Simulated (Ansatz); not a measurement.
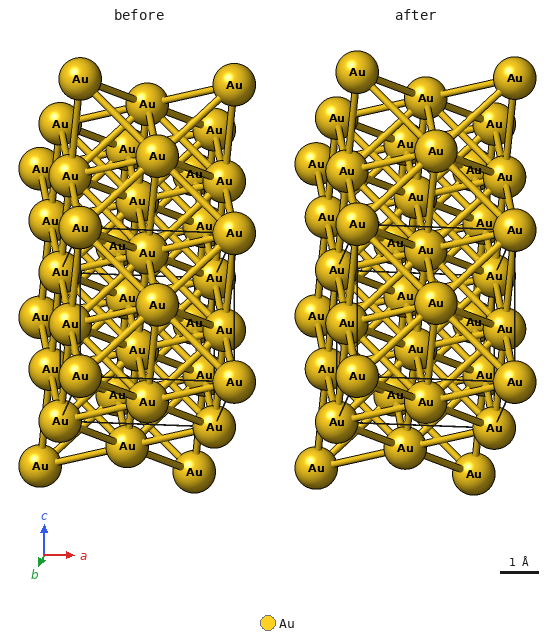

Left: a symmetric starting cell of Au. Right: the same structure after one change, at the same scale. The picture is a ball-and-stick view of the conventional cell (4 times the calculation's cell), repeated 1 × 2 × 2 with one cell outlined, seen from a free direction. Lengths and directions refer to the drawn axes.

Computed with DFT LDA, scalar-relativistic, plane waves, PAW in Ansatz. Settings: plane-wave cutoff 420 eV; k-point mesh 18 × 18 × 18; occupations gaussian; smearing width 0.1 eV; no spin polarisation.

### Which change leads from the left to the right?

All lengths are scaled by +2.3 % (volume +6.9 %), the atoms keeping their fractional coordinates. No relaxation follows. The starting cell wasn't computed here and needn't be at equilibrium, so pressure and forces aren't due to the change alone.

### How do the computed properties respond?

The pressure is −14.5 GPa (not all of it need come from the change, since the unchanged cell can be under pressure at this level too). All forces vanish by symmetry. Near-neighbour distances before and after: Au–Au 2.893 → 2.958 Å. The space group stays Fm-3m (No. 225).
